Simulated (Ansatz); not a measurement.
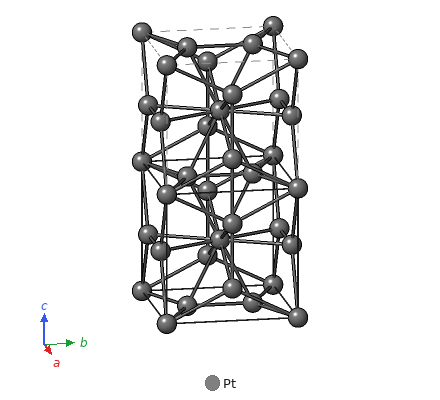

Pt (Pm-3n, No. 223): the geometry given to an electronic-structure calculation, possibly off equilibrium; the starting structure was generated, so it need not be a known form of this composition.

```
Pt
1.0
     4.96535    0.00000    0.00000
     0.00000    4.96535    0.00000
     0.00000    0.00000    4.96535
Pt
8
Cartesian
  0.0000 0.0000 0.0000
  2.4827 2.4827 2.4827
  1.2413 0.0000 2.4827
  3.7240 0.0000 2.4827
  2.4827 1.2413 0.0000
  2.4827 3.7240 0.0000
  0.0000 2.4827 1.2413
  0.0000 2.4827 3.7240
```

Question: What will a Z-contrast image along [210] show? The image is simulated as a sum over atoms of Z^1.6, blurred by a 0.50 Å probe (no channelling). The probe carries 25 % of its weight in a tail 2.5 times as wide.

Answer: The columns repeat on a rectangular net of 2.22 × 4.97 Å (plane group p2mm). The brightest columns hold 3 Pt per repeat; in falling brightness follow 1 Pt (about 35 %). Brightness is counted from the darkest point of the image. The shortest distance between visible columns is 0.56 Å in projection (between Pt columns). Along the beam the structure repeats every 11.10 Å.

```tsv
column	atoms along the beam per repeat	peak brightness
Pt	3 Pt	100 %
Pt	1 Pt	35 %
```

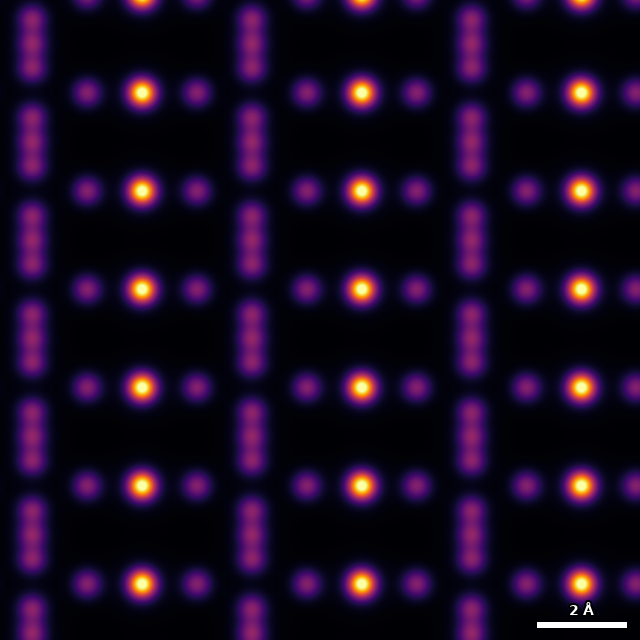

The simulated image.
